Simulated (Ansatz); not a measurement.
# Geometry relaxation of Cl (part 1 of 3)

System: Cl (Cmce, 4 atoms in the cell).
Method: DFT PBEsol, scalar-relativistic, plane waves, PAW, no spin polarisation (Ansatz 0.2.0).

The structure derives from an entry of the Crystallography Open Database.

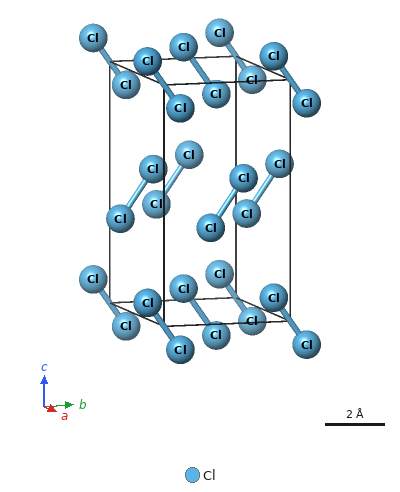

Fig. 1: The starting structure (ball-and-stick view of the cell 2 times as large as that of the calculation, set on its symmetry axes, seen slightly off an axis).

Results in brief:

```csv
quantity,value
outcome,converged
space group (tolerance 0.01 Å),Cmce (64)
electrons treated,28
free energy,−4243.2469 eV
Fermi energy,2.291 eV
gap on the k-point mesh,2.01 eV
pressure,0.00 GPa
final volume,106.96 Å³
largest force (length of the vector) at the end,0.001 eV/Å
final cell,"a = 3.950 Å, b = 3.950 Å, c = 8.011 Å, α = 90.00°, β = 90.00°, γ = 58.83°"
hardware,"1 thread of Intel Xeon @ 2.50GHz (Skylake/Cascade Lake), 192 GiB of memory available, shared host"
wall time,90 s
peak memory,0.45 GiB
```

Input:
```yaml
crystal:
  lattice:
    - [3.12, -2.24, 0.0]
    - [3.12, 2.24, 0.0]
    - [0.0, 0.0, 8.26]
  atoms:
    - { symbol: Cl, position: [0.13, 0.87, 0.1] }
    - { symbol: Cl, position: [0.63, 0.37, 0.4] }
    - { symbol: Cl, position: [0.87, 0.13, 0.9] }
    - { symbol: Cl, position: [0.37, 0.63, 0.6] }
basis:
  ecutwfc: 420
kpoints:
  mp_grid: { grid: [8, 8, 4] }
hamiltonian:
  xc: pbesol
scf:
  occupations: { method: gaussian, width: 0.02 }
output:
  forces: true
  stress: true
  eigenvalues: true
  write_density: true
  write_potential: true
  elf: true
  volumetric_format: npy
relax:
  adjacent_minimum: "off"
  f_tol: 0.005
  max_steps: 80
  cell: { stress_tol: 0.05 }
```

Launch command:
```bash
ansatz run input.yaml --threads 1 --pin off --max-ram 2560MiB --backend cpu --events-out ev --progress --plain --runs-dir out
```

What the program printed:
```
Engine: ansatz 0.2.0, x86_64-unknown-linux-gnu
Pseudopotentials: kind: paw
Pseudopotential: Cl, paw, valence charge 7, recommended cutoff 420 eV (normal), Cl.paw.azcp
Functional definition: PBEsol
  exchange = pbesol_x
  correlation = pbesol_c
Crystal: 4 atoms, lattice volume = 115.455 Å³
Basis set: ecut = 420 eV, 2287 PW (Γ), exchange–correlation on 54×54×120 points (8 copies of the dense FFT grid, shifted against one another)
Bands: 18, of which v1, the nominal top of the filled ones, is band 14 counted from 1 (13 counted from 0)
Symmetry: 8 space group operations
Space group: Cmce (ITA 64), of the structure as read, at distance tolerance 4.9e-5 Å
k-points: 63 of 256
Non-local potential: Cl, projectors of the file, l = 0: 2, l = 1: 2, l = 2: 2
PAW form: soft (Blöchl's): semilocal exchange-correlation on the pseudo side does not see the compensation charge
PAW frozen core: Cl, regenerated for the run's functional, and the local potential with it (the file was generated under x = pbe(κ = 0.804, μ = 0.2195149727645171), c = pbe(β = 0.06672455060314922))
PAW one-centre angular grid: Cl, 110 points (default); XC on 64 Gauss nodes
Initial density: superposition of atomic densities (neutral atoms: chi_scale 0, normalization atom), corrected by the library's trained network
Initial wavefunctions: pseudopotential atomic-orbital guess
Functional: x = pbesol(κ = 0.804, μ = 0.12345679012345678), c = pbesol(β = 0.046)
SCF iter   1: F=—  HF=-4243.135100 eV  |F-HF|=—  |Δ(HF+E_count)|=         —  Δρ=3.44e-3  dr2=1.31e-2  ethr=1.77e-3  ⟨swp⟩=6.5  Hψ=6259  notcnv=0
preconditioner: auto → Resta (q_TF=auto, 2.155 Å⁻¹)  ε∞=3.6  [insulator: Δε(μ)=2.368 eV  Ē_g=11.234 eV  σ=0.020 eV  W_gap=1.00  n_scr=22 (ndim 8)  ℏωp=18.3 eV  f_vac=0.019  D(μ)=0.00/eV (n_scr^D=0)  ε∞_Penn≈3.6]
SCF iter   2: F=—  HF=-4243.134409 eV  |F-HF|=—  |Δ(HF+E_count)|=   6.91e-4  Δρ=1.74e-3  dr2=3.12e-3  ethr=4.68e-5  ⟨swp⟩=2.0  Hψ=2716  notcnv=0
SCF iter   3: F=—  HF=-4243.134402 eV  |F-HF|=—  |Δ(HF+E_count)|=   6.83e-6  Δρ=3.09e-4  dr2=1.09e-4  ethr=1.12e-5  ⟨swp⟩=3.0  Hψ=2250  notcnv=0
SCF iter   4: F=—  HF=-4243.134448 eV  |F-HF|=—  |Δ(HF+E_count)|=   4.61e-5  Δρ=1.10e-4  dr2=1.24e-5  ethr=3.90e-7  ⟨swp⟩=2.9  Hψ=1757  notcnv=0
SCF iter   5: F=—  HF=-4243.134465 eV  |F-HF|=—  |Δ(HF+E_count)|=   1.70e-5  Δρ=1.96e-5  dr2=4.79e-7  ethr=4.43e-8  ⟨swp⟩=2.0  Hψ=1763  notcnv=0
SCF iter   6: F=-4243.134466 eV  HF=-4243.134466 eV  |F-HF|=8.15e-8  |Δ(HF+E_count)|=   1.41e-6  Δρ=5.37e-6  dr2=2.66e-8  ethr=3.57e-10  ⟨swp⟩=9.8  Hψ=8726  notcnv=0
SCF 1 converged in 6 iterations: F = -4243.134466 eV  dr2 = 2.66e-8
  greatest PAW one-centre occupation: 0.911 electrons in one spin orbital (limit 2), on the Cl atom at site 3 (counted from 0), in its partial waves of l = 0
relax step   1: F+E_penalty+E_count = -4243.13446627 eV  Δ(F+E_penalty+E_count) = +0.000e0 eV  max|allowed force component| = 2.168e-1 eV/Å  Δτ_max = 0.0000 Å  P = -1.016 GPa  Ω = 115.455 Å³  (6 SCF iters, dr2 threshold 1.00e-7 eV, accepted)
Crystal: 4 atoms, lattice volume = 109.712 Å³
Basis set: ecut = 420 eV, 2163 PW (Γ), exchange–correlation on 54×54×120 points (8 copies of the dense FFT grid, shifted against one another)
Initial density: handed on by an earlier stage of this run
Initial wavefunctions: those handed on with the density
iter 1 solved again at ethr=1.77e-4 eV; its pass at ethr=3.10e-3 eV (dr2=4.95e-2 eV) is discarded
SCF iter   1: F=—  HF=-4243.205823 eV  |F-HF|=—  |Δ(HF+E_count)|=         —  Δρ=1.02e-2  dr2=4.82e-2  ethr=1.77e-4  ⟨swp⟩=1.6  Hψ=7400  notcnv=0
preconditioner: auto → Resta (q_TF=auto, 2.173 Å⁻¹)  ε∞=3.7  [insulator: Δε(μ)=2.476 eV  Ē_g=11.395 eV  σ=0.020 eV  W_gap=1.00  n_scr=22 (ndim 8)  ℏωp=18.8 eV  f_vac=0.003  D(μ)=0.00/eV (n_scr^D=0)  ε∞_Penn≈3.7]
SCF iter   2: F=—  HF=-4243.193503 eV  |F-HF|=—  |Δ(HF+E_count)|=   1.23e-2  Δρ=4.88e-3  dr2=1.06e-2  ethr=1.72e-4  ⟨swp⟩=3.0  Hψ=1876  notcnv=0
SCF iter   3: F=—  HF=-4243.191166 eV  |F-HF|=—  |Δ(HF+E_count)|=   2.34e-3  Δρ=5.43e-4  dr2=2.13e-4  ethr=3.78e-5  ⟨swp⟩=3.0  Hψ=2139  notcnv=0
SCF iter   4: F=—  HF=-4243.191264 eV  |F-HF|=—  |Δ(HF+E_count)|=   9.82e-5  Δρ=1.19e-4  dr2=1.24e-5  ethr=7.62e-7  ⟨swp⟩=2.0  Hψ=1960  notcnv=0
SCF iter   5: F=—  HF=-4243.191281 eV  |F-HF|=—  |Δ(HF+E_count)|=   1.76e-5  Δρ=2.26e-5  dr2=7.34e-7  ethr=4.44e-8  ⟨swp⟩=2.1  Hψ=1686  notcnv=0
SCF iter   6: F=-4243.191283 eV  HF=-4243.191283 eV  |F-HF|=6.06e-8  |Δ(HF+E_count)|=   1.42e-6  Δρ=5.04e-6  dr2=2.93e-8  ethr=1.43e-9  ⟨swp⟩=9.9  Hψ=8762  notcnv=0
SCF 2 converged in 6 iterations: F = -4243.191283 eV  dr2 = 2.93e-8
  greatest PAW one-centre occupation: 0.912 electrons in one spin orbital (limit 2), on the Cl atom at site 3 (counted from 0), in its partial waves of l = 0
relax step   2: F+E_penalty+E_count = -4243.19128297 eV  Δ(F+E_penalty+E_count) = -5.682e-2 eV  max|allowed force component| = 1.266e-1 eV/Å  Δτ_max = 0.0623 Å  P = -0.103 GPa  Ω = 109.712 Å³  energy of the carried Pulay correction = +8.165e-5 eV  (6 SCF iters, dr2 threshold 4.00e-7 eV, accepted)
Crystal: 4 atoms, lattice volume = 101.552 Å³
Basis set: ecut = 420 eV, 1997 PW (Γ), exchange–correlation on 54×54×120 points (8 copies of the dense FFT grid, shifted against one another)
iter 1 solved again at ethr=2.31e-4 eV; its pass at ethr=3.10e-3 eV (dr2=6.47e-2 eV) is discarded
SCF iter   1: F=—  HF=-4243.210045 eV  |F-HF|=—  |Δ(HF+E_count)|=         —  Δρ=1.22e-2  dr2=6.47e-2  ethr=2.31e-4  ⟨swp⟩=1.0  Hψ=7976  notcnv=0
preconditioner: auto → Resta (q_TF=auto, 2.201 Å⁻¹)  ε∞=3.9  [insulator: Δε(μ)=2.360 eV  Ē_g=11.498 eV  σ=0.020 eV  W_gap=1.00  n_scr=22 (ndim 8)  ℏωp=19.5 eV  f_vac=0.000  D(μ)=0.00/eV (n_scr^D=0)  ε∞_Penn≈3.9]
SCF iter   2: F=—  HF=-4243.192541 eV  |F-HF|=—  |Δ(HF+E_count)|=   1.75e-2  Δρ=5.49e-3  dr2=1.13e-2  ethr=2.31e-4  ⟨swp⟩=3.0  Hψ=1922  notcnv=0
SCF iter   3: F=—  HF=-4243.189990 eV  |F-HF|=—  |Δ(HF+E_count)|=   2.55e-3  Δρ=8.52e-4  dr2=3.93e-4  ethr=4.04e-5  ⟨swp⟩=3.0  Hψ=2143  notcnv=0
SCF iter   4: F=—  HF=-4243.190077 eV  |F-HF|=—  |Δ(HF+E_count)|=   8.77e-5  Δρ=1.16e-4  dr2=1.12e-5  ethr=1.40e-6  ⟨swp⟩=2.0  Hψ=1951  notcnv=0
SCF iter   5: F=—  HF=-4243.190092 eV  |F-HF|=—  |Δ(HF+E_count)|=   1.49e-5  Δρ=2.20e-5  dr2=6.01e-7  ethr=3.98e-8  ⟨swp⟩=2.2  Hψ=1741  notcnv=0
SCF iter   6: F=-4243.190093 eV  HF=-4243.190093 eV  |F-HF|=4.13e-8  |Δ(HF+E_count)|=   1.12e-6  Δρ=4.54e-6  dr2=2.15e-8  ethr=1.43e-9  ⟨swp⟩=9.6  Hψ=8608  notcnv=0
SCF 3 converged in 6 iterations: F = -4243.190093 eV  dr2 = 2.15e-8
  greatest PAW one-centre occupation: 0.914 electrons in one spin orbital (limit 2), on the Cl atom at site 3 (counted from 0), in its partial waves of l = 0
relax step   3: F+E_penalty+E_count = -4243.19009336 eV  Δ(F+E_penalty+E_count) = +1.190e-3 eV  max|allowed force component| = 2.285e-1 eV/Å  Δτ_max = 0.0685 Å  P = +1.199 GPa  Ω = 101.552 Å³  energy of the carried Pulay correction = +2.051e-4 eV  (6 SCF iters, dr2 threshold 4.00e-7 eV, rejected (line search))
Crystal: 4 atoms, lattice volume = 106.924 Å³
Basis set: ecut = 420 eV, 2095 PW (Γ), exchange–correlation on 54×54×120 points (8 copies of the dense FFT grid, shifted against one another)
iter 1 solved again at ethr=1.33e-4 eV; its pass at ethr=3.10e-3 eV (dr2=3.73e-2 eV) is discarded
SCF iter   1: F=—  HF=-4243.222284 eV  |F-HF|=—  |Δ(HF+E_count)|=         —  Δρ=8.41e-3  dr2=3.57e-2  ethr=1.33e-4  ⟨swp⟩=1.1  Hψ=7188  notcnv=0
preconditioner: auto → Resta (q_TF=auto, 2.182 Å⁻¹)  ε∞=3.8  [insulator: Δε(μ)=2.405 eV  Ē_g=11.385 eV  σ=0.020 eV  W_gap=1.00  n_scr=22 (ndim 8)  ℏωp=19.0 eV  f_vac=0.003  D(μ)=0.00/eV (n_scr^D=0)  ε∞_Penn≈3.8]
SCF iter   2: F=—  HF=-4243.213767 eV  |F-HF|=—  |Δ(HF+E_count)|=   8.52e-3  Δρ=3.86e-3  dr2=6.66e-3  ethr=1.27e-4  ⟨swp⟩=3.0  Hψ=1935  notcnv=0
SCF iter   3: F=—  HF=-4243.212825 eV  |F-HF|=—  |Δ(HF+E_count)|=   9.42e-4  Δρ=6.32e-4  dr2=2.62e-4  ethr=2.38e-5  ⟨swp⟩=3.0  Hψ=2152  notcnv=0
SCF iter   4: F=—  HF=-4243.212941 eV  |F-HF|=—  |Δ(HF+E_count)|=   1.16e-4  Δρ=9.95e-5  dr2=8.99e-6  ethr=9.35e-7  ⟨swp⟩=2.0  Hψ=1944  notcnv=0
SCF iter   5: F=—  HF=-4243.212955 eV  |F-HF|=—  |Δ(HF+E_count)|=   1.43e-5  Δρ=1.69e-5  dr2=3.74e-7  ethr=3.21e-8  ⟨swp⟩=2.0  Hψ=1715  notcnv=0
SCF iter   6: F=—  HF=-4243.212958 eV  |F-HF|=—  |Δ(HF+E_count)|=   2.55e-6  Δρ=3.97e-6  dr2=1.75e-8  ethr=1.34e-9  ⟨swp⟩=2.0  Hψ=1807  notcnv=0
SCF iter   7: F=—  HF=-4243.212958 eV  |F-HF|=—  |Δ(HF+E_count)|=   4.30e-8  Δρ=7.05e-7  dr2=6.53e-10  ethr=6.24e-11  ⟨swp⟩=2.0  Hψ=1891  notcnv=0
SCF iter   8: F=-4243.212958 eV  HF=-4243.212958 eV  |F-HF|=4.73e-11  |Δ(HF+E_count)|=  9.46e-10  Δρ=1.61e-7  dr2=3.27e-11  ethr=1.00e-12  ⟨swp⟩=6.0  Hψ=5731  notcnv=0
SCF 4 converged in 8 iterations: F = -4243.212958 eV  dr2 = 3.27e-11
  greatest PAW one-centre occupation: 0.912 electrons in one spin orbital (limit 2), on the Cl atom at site 2 (counted from 0), in its partial waves of l = 0
relax step   4: F+E_penalty+E_count = -4243.21295807 eV  Δ(F+E_penalty+E_count) = -2.168e-2 eV  max|allowed force component| = 2.685e-2 eV/Å  Δτ_max = 0.0236 Å  P = -0.161 GPa  Ω = 106.924 Å³  energy of the carried Pulay correction = +1.228e-4 eV  (8 SCF iters, accepted)
Crystal: 4 atoms, lattice volume = 104.789 Å³
Basis set: ecut = 420 eV, 2053 PW (Γ), exchange–correlation on 54×54×120 points (8 copies of the dense FFT grid, shifted against one another)
iter 1 solved again at ethr=2.74e-5 eV; its pass at ethr=3.10e-3 eV (dr2=7.66e-3 eV) is discarded
SCF iter   1: F=—  HF=-4243.228851 eV  |F-HF|=—  |Δ(HF+E_count)|=         —  Δρ=4.26e-3  dr2=7.38e-3  ethr=2.74e-5  ⟨swp⟩=2.0  Hψ=7850  notcnv=0
preconditioner: auto → Resta (q_TF=auto, 2.190 Å⁻¹)  ε∞=3.8  [insulator: Δε(μ)=2.387 eV  Ē_g=11.398 eV  σ=0.020 eV  W_gap=1.00  n_scr=22 (ndim 8)  ℏωp=19.2 eV  f_vac=0.000  D(μ)=0.00/eV (n_scr^D=0)  ε∞_Penn≈3.8]
SCF iter   2: F=—  HF=-4243.227087 eV  |F-HF|=—  |Δ(HF+E_count)|=   1.76e-3  Δρ=2.01e-3  dr2=1.41e-3  ethr=2.64e-5  ⟨swp⟩=3.0  Hψ=1890  notcnv=0
SCF iter   3: F=—  HF=-4243.226823 eV  |F-HF|=—  |Δ(HF+E_count)|=   2.64e-4  Δρ=2.85e-4  dr2=3.88e-5  ethr=5.05e-6  ⟨swp⟩=2.0  Hψ=1890  notcnv=0
SCF iter   4: F=—  HF=-4243.226835 eV  |F-HF|=—  |Δ(HF+E_count)|=   1.20e-5  Δρ=3.76e-5  dr2=7.89e-7  ethr=1.39e-7  ⟨swp⟩=2.0  Hψ=1956  notcnv=0
iter 5 did not close the SCF: its close was put off for the readings that it lacked (scf_convergence_deferred on its scf_iter line)
SCF iter   5: F=-4243.226836 eV  HF=-4243.226836 eV  |F-HF|=2.96e-8  |Δ(HF+E_count)|=   9.14e-7  Δρ=4.56e-6  dr2=2.45e-8  ethr=2.82e-9  ⟨swp⟩=2.4  Hψ=1907  notcnv=0
SCF iter   6: F=-4243.226836 eV  HF=-4243.226836 eV  |F-HF|=1.81e-9  |Δ(HF+E_count)|=   3.29e-8  Δρ=1.11e-6  dr2=1.45e-9  ethr=8.75e-11  ⟨swp⟩=5.2  Hψ=6683  notcnv=0
SCF 5 converged in 6 iterations: F = -4243.226836 eV  dr2 = 1.45e-9
  greatest PAW one-centre occupation: 0.913 electrons in one spin orbital (limit 2), on the Cl atom at site 3 (counted from 0), in its partial waves of l = 0
relax step   5: F+E_penalty+E_count = -4243.22683566 eV  Δ(F+E_penalty+E_count) = -1.388e-2 eV  max|allowed force component| = 3.540e-2 eV/Å  Δτ_max = 0.0276 Å  P = -0.024 GPa  Ω = 104.789 Å³  energy of the carried Pulay correction = +1.550e-4 eV  (6 SCF iters, dr2 threshold 4.00e-7 eV, accepted)
Crystal: 4 atoms, lattice volume = 103.206 Å³
Basis set: ecut = 420 eV, 2039 PW (Γ), exchange–correlation on 54×54×120 points (8 copies of the dense FFT grid, shifted against one another)
iter 1 solved again at ethr=3.13e-5 eV; its pass at ethr=3.10e-3 eV (dr2=8.77e-3 eV) is discarded
SCF iter   1: F=—  HF=-4243.241034 eV  |F-HF|=—  |Δ(HF+E_count)|=         —  Δρ=4.64e-3  dr2=8.72e-3  ethr=3.13e-5  ⟨swp⟩=2.0  Hψ=8153  notcnv=0
preconditioner: auto → Resta (q_TF=auto, 2.195 Å⁻¹)  ε∞=3.9  [insulator: Δε(μ)=2.243 eV  Ē_g=11.402 eV  σ=0.020 eV  W_gap=1.00  n_scr=22 (ndim 8)  ℏωp=19.3 eV  f_vac=0.000  D(μ)=0.00/eV (n_scr^D=0)  ε∞_Penn≈3.9]
SCF iter   2: F=—  HF=-4243.239286 eV  |F-HF|=—  |Δ(HF+E_count)|=   1.75e-3  Δρ=2.30e-3  dr2=2.17e-3  ethr=3.11e-5  ⟨swp⟩=1.0  Hψ=1134  notcnv=0
SCF iter   3: F=—  HF=-4243.238947 eV  |F-HF|=—  |Δ(HF+E_count)|=   3.38e-4  Δρ=1.92e-4  dr2=1.88e-5  ethr=7.73e-6  ⟨swp⟩=2.0  Hψ=1978  notcnv=0
SCF iter   4: F=—  HF=-4243.238960 eV  |F-HF|=—  |Δ(HF+E_count)|=   1.32e-5  Δρ=3.83e-5  dr2=1.43e-6  ethr=6.70e-8  ⟨swp⟩=2.0  Hψ=1734  notcnv=0
iter 5 did not close the SCF: its close was put off for the readings that it lacked (scf_convergence_deferred on its scf_iter line)
SCF iter   5: F=-4243.238961 eV  HF=-4243.238961 eV  |F-HF|=2.94e-8  |Δ(HF+E_count)|=   7.14e-7  Δρ=9.48e-6  dr2=7.28e-8  ethr=5.09e-9  ⟨swp⟩=2.0  Hψ=1764  notcnv=0
SCF iter   6: F=-4243.238961 eV  HF=-4243.238961 eV  |F-HF|=1.02e-9  |Δ(HF+E_count)|=   4.62e-8  Δρ=2.38e-6  dr2=7.91e-9  ethr=2.60e-10  ⟨swp⟩=6.0  Hψ=7309  notcnv=0
SCF 6 converged in 6 iterations: F = -4243.238961 eV  dr2 = 7.91e-9
relax step   6: F+E_penalty+E_count = -4243.23896108 eV  Δ(F+E_penalty+E_count) = -1.213e-2 eV  max|allowed force component| = 2.398e-2 eV/Å  Δτ_max = 0.0140 Å  P = +0.166 GPa  Ω = 103.206 Å³  energy of the carried Pulay correction = +1.793e-4 eV  (6 SCF iters, dr2 threshold 4.00e-7 eV, accepted)
Crystal: 4 atoms, lattice volume = 102.933 Å³
Basis set: ecut = 420 eV, 2015 PW (Γ), exchange–correlation on 54×54×120 points (8 copies of the dense FFT grid, shifted against one another)
iter 1 solved again at ethr=5.05e-5 eV; its pass at ethr=3.10e-3 eV (dr2=1.41e-2 eV) is discarded
SCF iter   1: F=—  HF=-4243.243467 eV  |F-HF|=—  |Δ(HF+E_count)|=         —  Δρ=5.96e-3  dr2=1.44e-2  ethr=5.05e-5  ⟨swp⟩=1.7  Hψ=7922  notcnv=0
preconditioner: auto → Resta (q_TF=auto, 2.196 Å⁻¹)  ε∞=3.9  [insulator: Δε(μ)=1.850 eV  Ē_g=11.333 eV  σ=0.020 eV  W_gap=1.00  n_scr=22 (ndim 8)  ℏωp=19.4 eV  f_vac=0.000  D(μ)=0.00/eV (n_scr^D=0)  ε∞_Penn≈3.9]
SCF iter   2: F=—  HF=-4243.240818 eV  |F-HF|=—  |Δ(HF+E_count)|=   2.65e-3  Δρ=2.95e-3  dr2=3.61e-3  ethr=5.05e-5  ⟨swp⟩=1.0  Hψ=1134  notcnv=0
SCF iter   3: F=—  HF=-4243.240266 eV  |F-HF|=—  |Δ(HF+E_count)|=   5.52e-4  Δρ=2.26e-4  dr2=3.03e-5  ethr=1.29e-5  ⟨swp⟩=2.9  Hψ=2036  notcnv=0
SCF iter   4: F=—  HF=-4243.240295 eV  |F-HF|=—  |Δ(HF+E_count)|=   2.90e-5  Δρ=3.85e-5  dr2=1.63e-6  ethr=1.08e-7  ⟨swp⟩=2.7  Hψ=2139  notcnv=0
iter 5 did not close the SCF: its close was put off for the readings that it lacked (scf_convergence_deferred on its scf_iter line)
SCF iter   5: F=-4243.240297 eV  HF=-4243.240297 eV  |F-HF|=9.89e-8  |Δ(HF+E_count)|=   1.75e-6  Δρ=8.54e-6  dr2=8.52e-8  ethr=5.84e-9  ⟨swp⟩=2.4  Hψ=1964  notcnv=0
SCF iter   6: F=-4243.240297 eV  HF=-4243.240297 eV  |F-HF|=3.58e-9  |Δ(HF+E_count)|=   1.11e-7  Δρ=2.05e-6  dr2=4.85e-9  ethr=3.04e-10  ⟨swp⟩=5.9  Hψ=7110  notcnv=0
SCF 7 converged in 6 iterations: F = -4243.240297 eV  dr2 = 4.85e-9
relax step   7: F+E_penalty+E_count = -4243.24029712 eV  Δ(F+E_penalty+E_count) = -1.336e-3 eV  max|allowed force component| = 1.660e-1 eV/Å  Δτ_max = 0.0163 Å  P = -0.260 GPa  Ω = 102.933 Å³  energy of the carried Pulay correction = +1.836e-4 eV  (6 SCF iters, dr2 threshold 2.17e-7 eV, accepted)
Crystal: 4 atoms, lattice volume = 106.774 Å³
Basis set: ecut = 420 eV, 2115 PW (Γ), exchange–correlation on 54×54×120 points (8 copies of the dense FFT grid, shifted against one another)
iter 1 solved again at ethr=1.25e-5 eV; its pass at ethr=3.10e-3 eV (dr2=3.49e-3 eV) is discarded
SCF iter   1: F=—  HF=-4243.247276 eV  |F-HF|=—  |Δ(HF+E_count)|=         —  Δρ=2.40e-3  dr2=3.66e-3  ethr=1.25e-5  ⟨swp⟩=2.0  Hψ=7815  notcnv=0
preconditioner: auto → Resta (q_TF=auto, 2.183 Å⁻¹)  ε∞=3.8  [insulator: Δε(μ)=1.988 eV  Ē_g=11.351 eV  σ=0.020 eV  W_gap=1.00  n_scr=22 (ndim 8)  ℏωp=19.0 eV  f_vac=0.004  D(μ)=0.00/eV (n_scr^D=0)  ε∞_Penn≈3.8]
SCF iter   2: F=—  HF=-4243.246268 eV  |F-HF|=—  |Δ(HF+E_count)|=   1.01e-3  Δρ=1.12e-3  dr2=7.68e-4  ethr=1.25e-5  ⟨swp⟩=2.0  Hψ=1782  notcnv=0
SCF iter   3: F=—  HF=-4243.246046 eV  |F-HF|=—  |Δ(HF+E_count)|=   2.23e-4  Δρ=1.59e-4  dr2=2.54e-5  ethr=2.74e-6  ⟨swp⟩=2.6  Hψ=2116  notcnv=0
SCF iter   4: F=—  HF=-4243.246044 eV  |F-HF|=—  |Δ(HF+E_count)|=   1.09e-6  Δρ=3.30e-5  dr2=1.66e-6  ethr=9.08e-8  ⟨swp⟩=2.0  Hψ=2018  notcnv=0
iter 5 did not close the SCF: its close was put off for the readings that it lacked (scf_convergence_deferred on its scf_iter line)
SCF iter   5: F=-4243.246046 eV  HF=-4243.246046 eV  |F-HF|=1.43e-7  |Δ(HF+E_count)|=   1.19e-6  Δρ=8.50e-6  dr2=1.02e-7  ethr=5.93e-9  ⟨swp⟩=2.6  Hψ=2055  notcnv=0
SCF iter   6: F=-4243.246046 eV  HF=-4243.246046 eV  |F-HF|=5.25e-9  |Δ(HF+E_count)|=   1.60e-7  Δρ=1.43e-6  dr2=1.90e-9  ethr=3.65e-10  ⟨swp⟩=6.0  Hψ=7070  notcnv=0
SCF 8 converged in 6 iterations: F = -4243.246046 eV  dr2 = 1.90e-9
relax step   8: F+E_penalty+E_count = -4243.24604580 eV  Δ(F+E_penalty+E_count) = -5.749e-3 eV  max|allowed force component| = 1.645e-2 eV/Å  Δτ_max = 0.0149 Å  P = -0.007 GPa  Ω = 106.774 Å³  energy of the carried Pulay correction = +1.251e-4 eV  (6 SCF iters, dr2 threshold 4.00e-7 eV, accepted)
Crystal: 4 atoms, lattice volume = 106.688 Å³
iter 1 solved again at ethr=7.62e-6 eV; its pass at ethr=3.10e-3 eV (dr2=2.13e-3 eV) is discarded
```
